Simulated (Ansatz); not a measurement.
## From Hf to Ti

System: Hf (P6₃/mmc, 2 atoms in the cell).
Method of run 1: DFT r2SCAN, scalar-relativistic, plane waves, PAW, no spin polarisation (Ansatz 0.2.0).
System of run 2: Ti (P6₃/mmc, 2 atoms in the cell).

On run 1: The structure was made by swapping elements on the sites of another compound; it need not be a known phase. On run 2: The structure derives from an entry of the Crystallography Open Database. Text and figures count atoms from 1; the logs count them from 0 in places.

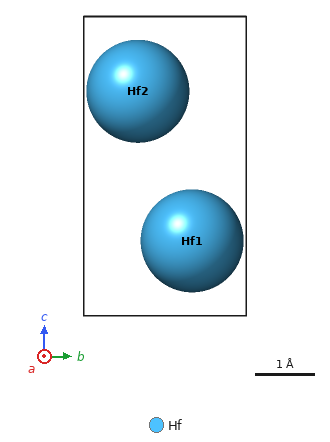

Fig. 1: The structure as given in the input (spheres-only view of the cell of the calculation, along the a axis; atoms are numbered from 1 in the order of the input). An atom can appear more than once, as a periodic image.

## The input, run 1
```yaml
crystal:
  lattice:
    - [3.1925553485, 0.0, 0.0]
    - [-1.5962776743, 2.7648340348, 0.0]
    - [0.0, 0.0, 5.0813089109]
  atoms:
    - { symbol: Hf, position: [0.3333333333, 0.6666666667, 0.25] }
    - { symbol: Hf, position: [0.6666666667, 0.3333333333, 0.75] }
basis:
  ecutwfc: 500
kpoints:
  mp_grid: { grid: [18, 18, 8] }
hamiltonian:
  xc: r2scan
scf:
  occupations: { method: gaussian, width: 0.1 }
output:
  forces: true
  stress: true
  eigenvalues: true
  write_density: true
  write_potential: true
  elf: true
  volumetric_format: npy
relax:
  adjacent_minimum: "off"
  f_tol: 0.01
  max_steps: 60
  cell: { stress_tol: 0.1 }
```

Launched with:
```bash
ansatz run input.yaml --threads 1 --pin off --max-ram 2560MiB --backend cpu --events-out ev --progress --plain --runs-dir out
```

Hardware: 1 thread of Intel Xeon @ 2.50GHz (Skylake/Cascade Lake), 189 GiB of memory available, shared host.

## Output, shortened to warnings, some set-up lines, iterations and results (run 1)
```
Basis set: ecut = 500 eV, 1117 PW (Γ), exchange–correlation on 96×96×160 points (64 copies of the dense FFT grid, shifted against one another)
Symmetry: 24 space group operations
k-points: 185 of 2592
Initial density: superposition of atomic densities (neutral atoms: chi_scale 0, normalization atom), corrected by the library's trained network
[...]
SCF iter   1: F=—  HF=-31466.109102 eV  |F-HF|=—  |Δ(HF+E_count)|=         —  Δρ=8.96e-3  dr2=1.92e-2  dr2_τ=3.49e-2  ethr=1.77e-3  ⟨swp⟩=3.6  Hψ=18998  notcnv=0
SCF iter   2: F=—  HF=-31466.124098 eV  |F-HF|=—  |Δ(HF+E_count)|=   1.50e-2  Δρ=4.23e-3  dr2=5.12e-3  dr2_τ=1.69e-3  ethr=3.70e-5  ⟨swp⟩=2.6  Hψ=14689  notcnv=0  defer=229
SCF iter   3: F=—  HF=-31466.124344 eV  |F-HF|=—  |Δ(HF+E_count)|=   2.47e-4  Δρ=3.40e-3  dr2=3.26e-3  dr2_τ=2.89e-4  ethr=9.85e-6  ⟨swp⟩=2.1  Hψ=8749  notcnv=0  defer=229
SCF iter   4: F=—  HF=-31466.126037 eV  |F-HF|=—  |Δ(HF+E_count)|=   1.69e-3  Δρ=3.73e-4  dr2=5.29e-5  dr2_τ=1.10e-5  ethr=6.27e-6  ⟨swp⟩=2.0  Hψ=10167  notcnv=0  defer=229
SCF iter   5: F=—  HF=-31466.126028 eV  |F-HF|=—  |Δ(HF+E_count)|=   9.45e-6  Δρ=1.27e-4  dr2=8.29e-6  dr2_τ=6.34e-7  ethr=1.02e-7  ⟨swp⟩=2.0  Hψ=9118  notcnv=0  defer=229
[... 21 lines ...]
SCF iter   4: F=—  HF=-31466.127376 eV  |F-HF|=—  |Δ(HF+E_count)|=   5.15e-9  Δρ=1.57e-6  dr2=8.05e-10  dr2_τ=8.03e-11  ethr=9.20e-12  ⟨swp⟩=2.0  Hψ=10727  notcnv=0
SCF iter   5: F=—  HF=-31466.127376 eV  |F-HF|=—  |Δ(HF+E_count)|=  6.55e-11  Δρ=3.62e-7  dr2=6.52e-11  dr2_τ=3.69e-12  ethr=1.00e-12  ⟨swp⟩=4.8  Hψ=32234  notcnv=0
SCF iter   6: F=-31466.127376 eV  HF=-31466.127376 eV  |F-HF|=7.28e-12  |Δ(HF+E_count)|=  1.46e-11  Δρ=9.14e-8  dr2=2.20e-12  dr2_τ=9.47e-13  ethr=1.00e-12  ⟨swp⟩=5.6  …
SCF 4 converged in 6 iterations: F = -31466.127376 eV  dr2 = 2.20e-12
relax step   4: F+E_penalty+E_count = -31466.12737609 eV  Δ(F+E_penalty+E_count) = +1.407e-5 eV  max|allowed force component| = 2.729e-16 eV/Å  Δτ_max = 0.0000 Å  P = -0.039 …
basis re-selected at this cell: Δ(F+E_penalty+E_count) = +1.407e-5 eV, ΔP = +0.000 GPa vs the last step (what re-selecting the basis moved, of the pressure what is left beyond the Pulay correction that the steps carried, after the strain that the cell walked since its last selection, with what the …
SCF converged after 6 iterations
Free energy (F): -31466.127376 eV
Harris-Foulkes:  -31466.127376 eV  (|F-HF|=7.28e-12)
Internal energy: -31466.121043 eV  (E = F + TS)
E sigma→0 (E₀):  -31466.124210 eV
Entropy (-TS):   -0.006333 eV (-3.166 meV/atom)
Fermi energy:    19.855464 eV
--- Per-component energies (eV) ---
  E_band       = 41.314308
  E_kinetic    = 848.780508
  E_local      = -10144.235234  (includes V_loc(G=0)·N_el)
  E_nonlocal   = -2497.478972
  E_hartree    = 4775.407611
  E_xc         = -566.718710
  E_vxc        = -586.545599  (∫ρ·V_xc dr)
  E_paw        = -13904.436131  (= ΣΔE_a)
  E_vpaw       = 2841.058431  (= ΣTr[D̂ρ^β])
  E_aug_tail   = -0.000002  (compensation charges beyond the density's cutoff)
  E_vtau       = 28.919882  (kinetic-family band-sum trace: ∫τ·v_τ [+ j·A + Jᵃ·Aᵃ] dr)
  E_ewald      = -9978.083157
  E_core_change = 0.643044  (= ΣΔE_core)
  E_smearing   = -0.006333  (= −TS)
  E_closure    = 0.000000  (closes the sum)
  Σ components = -31466.127376   (vs F -31466.127376, Δ=0.00e0)
--- Forces (eV/Å), atoms counted from 1 ---
  atom   1  Hf    -0.00000000     0.00000000    -0.00000000
  atom   2  Hf     0.00000000    -0.00000000     0.00000000
  max |Σ_I F_I| component: 4.63e-17 eV/Å
--- Stress (GPa, compression-positive) ---
       -0.038995       0.000000      -0.000000
        0.000000      -0.038995       0.000000
       -0.000000       0.000000      -0.039840
  P = ⅓ Tr σ = -0.0393 GPa (-0.393 kbar)
--- Relaxed structure (3 steps of the walk, 3 accepted, 1 SCFs on fresh bases) ---
  F+E_penalty+E_count = -31466.12737609 eV   max|allowed force component| = 2.729e-16 eV/Å   (the final SCF, on the basis selected at the relaxed cell)
  cell:  # Å, volume = 44.7111 Å³
    - [3.1992083053585643, 2.8927688597844213e-11, -3.073489727738621e-19]
    - [-1.599604152704334, 2.7705956644242162, 1.5367448638933722e-19]
    - [-4.891802658464228e-19, -1.1017465728495611e-33, 5.044283121209056]
  atoms:
    - { symbol: Hf, position: [0.3333333333333334, 0.6666666666666669, 0.25] }
[...]
```

For run 2 the input was changed thus:
```diff
-    - [3.1925553485, 0.0, 0.0]
-    - [-1.5962776743, 2.7648340348, 0.0]
-    - [0.0, 0.0, 5.0813089109]
+    - [2.9499978604, 0.0, 0.0]
+    - [-1.4749989302, 2.5547730882, 0.0]
+    - [0.0, 0.0, 4.686]
-    - { symbol: Hf, position: [0.3333333333, 0.6666666667, 0.25] }
-    - { symbol: Hf, position: [0.6666666667, 0.3333333333, 0.75] }
+    - { symbol: Ti, position: [0.3333333333, 0.6666666667, 0.25] }
+    - { symbol: Ti, position: [0.6666666667, 0.3333333333, 0.75] }
-  mp_grid: { grid: [18, 18, 8] }
+  mp_grid: { grid: [18, 18, 10] }
-  f_tol: 0.01
-  max_steps: 60
-  cell: { stress_tol: 0.1 }
+  f_tol: 0.005
+  max_steps: 80
+  cell: { stress_tol: 0.05 }
```

How does run 2 compare with run 1?

The total energies belong to different systems, so their difference says nothing on which is more stable or more accurate. The volume per atom goes from 22.36 to 17.30 Å³. The SCF takes 37 iterations over all geometry steps against 23. The irreducible k-points go from 185 to 222.

## Output, shortened to warnings, some set-up lines, iterations and results (run 2)
```
Basis set: ecut = 500 eV, 929 PW (Γ), exchange–correlation on 96×96×144 points (64 copies of the dense FFT grid, shifted against one another)
Symmetry: 24 space group operations
k-points: 222 of 3240
Initial density: superposition of atomic densities (neutral atoms: chi_scale 0, normalization atom), corrected by the library's trained network
[...]
SCF iter   1: F=—  HF=-5008.700077 eV  |F-HF|=—  |Δ(HF+E_count)|=         —  Δρ=1.69e-2  dr2=9.01e-2  dr2_τ=1.48e-2  ethr=1.77e-3  ⟨swp⟩=3.4  Hψ=14735  notcnv=0
SCF iter   2: F=—  HF=-5008.737736 eV  |F-HF|=—  |Δ(HF+E_count)|=   3.77e-2  Δρ=5.85e-3  dr2=1.05e-2  dr2_τ=8.49e-4  ethr=3.75e-4  ⟨swp⟩=2.9  Hψ=8475  notcnv=0  defer=9
SCF iter   3: F=—  HF=-5008.737984 eV  |F-HF|=—  |Δ(HF+E_count)|=   2.47e-4  Δρ=1.60e-3  dr2=3.82e-4  dr2_τ=1.03e-4  ethr=4.38e-5  ⟨swp⟩=2.9  Hψ=6708  notcnv=0  defer=9
SCF iter   4: F=—  HF=-5008.738577 eV  |F-HF|=—  |Δ(HF+E_count)|=   5.93e-4  Δρ=3.51e-4  dr2=1.73e-5  dr2_τ=2.22e-6  ethr=1.59e-6  ⟨swp⟩=2.1  Hψ=5720  notcnv=0  defer=9
SCF iter   5: F=—  HF=-5008.738607 eV  |F-HF|=—  |Δ(HF+E_count)|=   3.00e-5  Δρ=2.18e-5  dr2=9.82e-8  dr2_τ=9.69e-9  ethr=7.19e-8  ⟨swp⟩=2.0  Hψ=5734  notcnv=0  defer=9
[... 41 lines ...]
SCF iter   2: F=—  HF=-5008.744029 eV  |F-HF|=—  |Δ(HF+E_count)|=  4.87e-10  Δρ=1.51e-6  dr2=4.46e-10  dr2_τ=1.27e-10  ethr=1.71e-11  ⟨swp⟩=2.6  Hψ=6039  notcnv=0
SCF iter   3: F=—  HF=-5008.744029 eV  |F-HF|=—  |Δ(HF+E_count)|=  5.09e-11  Δρ=7.10e-7  dr2=6.32e-11  dr2_τ=2.42e-11  ethr=1.86e-12  ⟨swp⟩=2.9  Hψ=6145  notcnv=0
SCF iter   4: F=-5008.744029 eV  HF=-5008.744029 eV  |F-HF|=8.19e-12  |Δ(HF+E_count)|=  4.27e-11  Δρ=3.07e-7  dr2=1.31e-11  dr2_τ=3.56e-12  ethr=1.00e-12  ⟨swp⟩=4.3  Hψ=12641 …
SCF 7 converged in 4 iterations: F = -5008.744029 eV  dr2 = 1.31e-11
relax step   7: F+E_penalty+E_count = -5008.74402868 eV  Δ(F+E_penalty+E_count) = -1.961e-6 eV  max|allowed force component| = 1.480e-16 eV/Å  Δτ_max = 0.0000 Å  P = +0.000 …
basis re-selected at this cell: Δ(F+E_penalty+E_count) = -1.961e-6 eV, ΔP = -0.000 GPa vs the last step (what re-selecting the basis moved, of the pressure what is left beyond the Pulay correction that the steps carried, after the strain that the cell walked since its last selection, with what the …
SCF converged after 4 iterations
Free energy (F): -5008.744029 eV
Harris-Foulkes:  -5008.744029 eV  (|F-HF|=8.19e-12)
Internal energy: -5008.735726 eV  (E = F + TS)
E sigma→0 (E₀):  -5008.739877 eV
Entropy (-TS):   -0.008303 eV (-4.151 meV/atom)
Fermi energy:    13.484090 eV
--- Per-component energies (eV) ---
  E_band       = -339.996529
  E_kinetic    = 544.859764
  E_local      = -1614.821596  (includes V_loc(G=0)·N_el)
  E_nonlocal   = 14.479537
  E_hartree    = 661.371209
  E_xc         = -185.721315
  E_vxc        = -265.445237  (∫ρ·V_xc dr)
  E_paw        = -2113.350303  (= ΣΔE_a)
  E_vpaw       = -360.058250  (= ΣTr[D̂ρ^β])
  E_aug_tail   = 0.000175  (compensation charges beyond the density's cutoff)
  E_vtau       = 18.246623  (kinetic-family band-sum trace: ∫τ·v_τ [+ j·A + Jᵃ·Aᵃ] dr)
  E_ewald      = -2315.046283
  E_core_change = -0.506914  (= ΣΔE_core)
  E_smearing   = -0.008303  (= −TS)
  E_closure    = -0.000000  (closes the sum)
  Σ components = -5008.744029   (vs F -5008.744029, Δ=0.00e0)
--- Forces (eV/Å), atoms counted from 1 ---
  atom   1  Ti    -0.00000000    -0.00000000     0.00000000
  atom   2  Ti    -0.00000000     0.00000000     0.00000000
  max |Σ_I F_I| component: 1.11e-16 eV/Å
--- Stress (GPa, compression-positive) ---
        0.000900       0.000000       0.000000
       -0.000000       0.000900       0.000000
        0.000000       0.000000      -0.001626
  P = ⅓ Tr σ = 0.0001 GPa (0.001 kbar)
--- Relaxed structure (5 steps of the walk, 4 accepted, 2 SCFs on fresh bases) ---
  F+E_penalty+E_count = -5008.74402868 eV   max|allowed force component| = 1.480e-16 eV/Å   (the final SCF, on the basis selected at the relaxed cell)
  cell:  # Å, volume = 34.6054 Å³
    - [2.9357969427433073, -4.509608664872577e-37, 0.0]
    - [-1.4678984713716536, 2.542474732768393, 0.0]
    - [0.0, 0.0, 4.636192905638607]
  atoms:
    - { symbol: Ti, position: [0.3333333333333333, 0.6666666666666666, 0.25] }
    - { symbol: Ti, position: [0.6666666666666666, 0.3333333333333333, 0.75] }
```

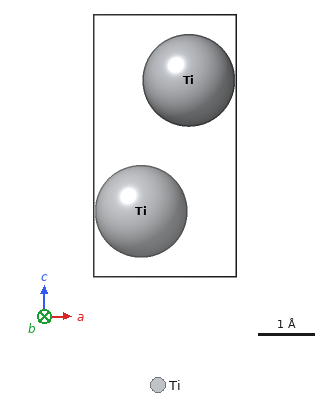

Fig. 2: The input structure of run 2 (spheres-only view of the cell of the calculation, along the b axis). An atom can appear more than once, as a periodic image.

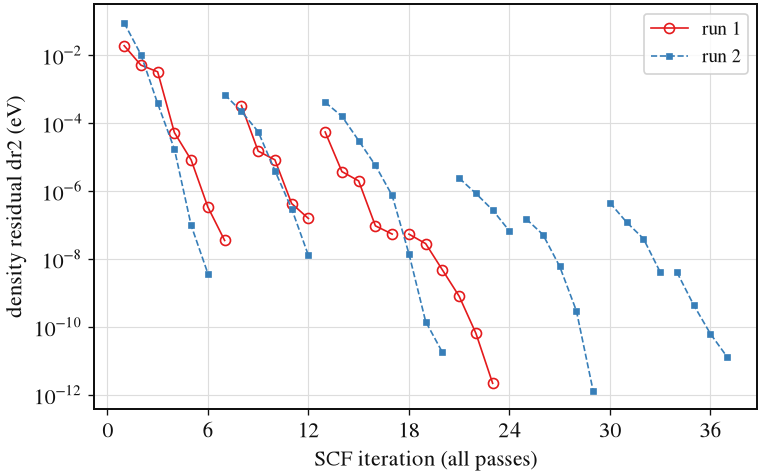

Fig. 3: Convergence of the two runs: density residual dr2 against the SCF iteration. A break in a curve parts two SCF passes. Run 1 takes 23 iterations in all, and run 2 takes 37.

## The two runs side by side

| quantity | run 1 | run 2 |
| --- | --- | --- |
| outcome | converged | converged |
| free energy per atom (eV) | −15733.0637 | −2504.3720 |
| energy per atom, smearing taken to zero (eV) | −15733.0621 | −2504.3699 |
| gap on the mesh (eV) | 0.00 | 0.00 |
| pressure (GPa) | −0.04 | 0.00 |
| volume per atom (Å³) | 22.36 | 17.30 |
| largest force (eV/Å) | 0.000 | 0.000 |
| SCF iterations | 23 | 37 |
| irreducible k-points | 185 | 222 |
| wall time (shared host) | 3.8 min | 3 min |

For run 1: Spin–orbit coupling is left out, which matters for Hf.
